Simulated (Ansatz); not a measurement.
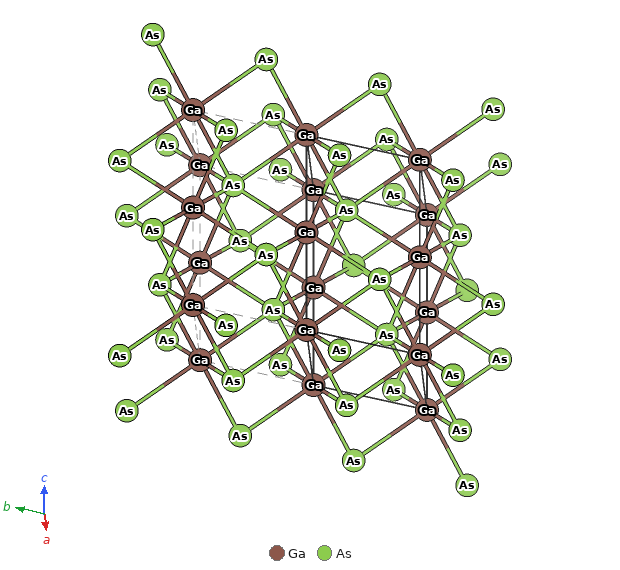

GaAs (space group P6_3/mmc, No. 194): the end point of a relaxation with DFT PBE, scalar-relativistic, plane waves, PAW in Ansatz 0.2.0; the starting structure was generated, so it need not be a known form of this composition.

Bonds are taken as As–Ga below 3 Å. Simplification: prune 0- and 1-connected atoms, fold 2-connected ones into links.

Question: What kind of net remains, and which atoms are its nodes?

Answer: A binodal (6,6)-connected, three-periodic net: As is a 6-connected node; Ga is a 6-connected node, in the ratio 1:1.

Question: Name the underlying net.

Answer: It is the nia net, known from NiAs.

Question: Is the net interpenetrated?

Answer: It is a single net, without interpenetration.

Question: Give the point symbol of each node (shortest cycle at each angle).

Answer: As: 4^9.6^6; Ga: 4^12.6^3.
